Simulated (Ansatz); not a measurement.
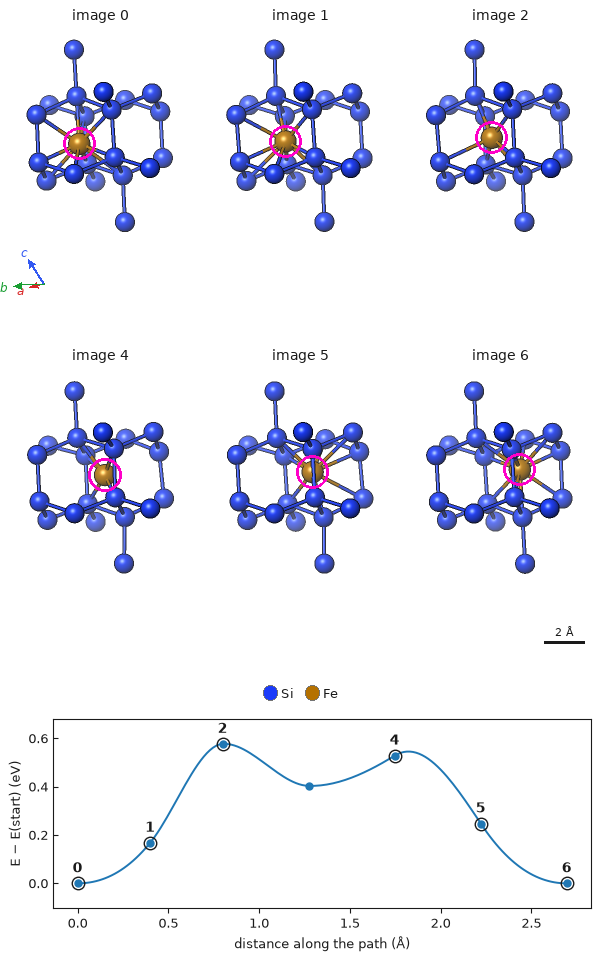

A nudged-elastic-band calculation for a defect cell of composition FeSi$_{54}$ (cell charge +1) (55 atoms in the cell). Images are numbered from 0 (start) to 6 (end). Style: ball-and-stick. Shown: the atoms within 4.8 Å of the middle of the path, from a free direction. The moving atom is ringed, with any periodic copies. Bonds to atoms that aren't drawn are left out.

Method: Ansatz, DFT PBE, scalar-relativistic, plane waves, PAW. Run with plane-wave cutoff 420 eV; k-point mesh 2 × 2 × 2; Gaussian smearing 0.02 eV; spin collinear; 5 movable images; climbing image.

> What happens along the path, and what is the barrier?

The two ends have the same energy, and the highest point, image 2, lies 0.58 eV above the start. The profile has 2 maxima (images 2, 4) with a dip at image 3 (+0.40 eV), so the process runs in steps. The path has more than one stage, and so few images may leave a stage unresolved. The Fe atom travels furthest, 2.33 Å from end to end, along [1 −3 1], on a path that bends up to 0.08 Å away from the straight line. At the highest image its nearest neighbour (Si) is 2.28 Å away, against 2.41 Å at the start, and the surrounding atoms stand up to 0.10 Å off the mean of their end positions. The band converged in 13 iterations. The largest component of the band force went from 1.2 to 0.029 eV/Å. The climbing image converged on the top of the path. Its curvatures weren't checked.

Limits of the set-up: the cell is charged, on a uniform background, and energies carry no finite-size correction.

The run took 37 min on 8 threads of Intel(R) Xeon(R) 6975P-C (Granite Rapids), on a shared host, peak memory 18 GiB.
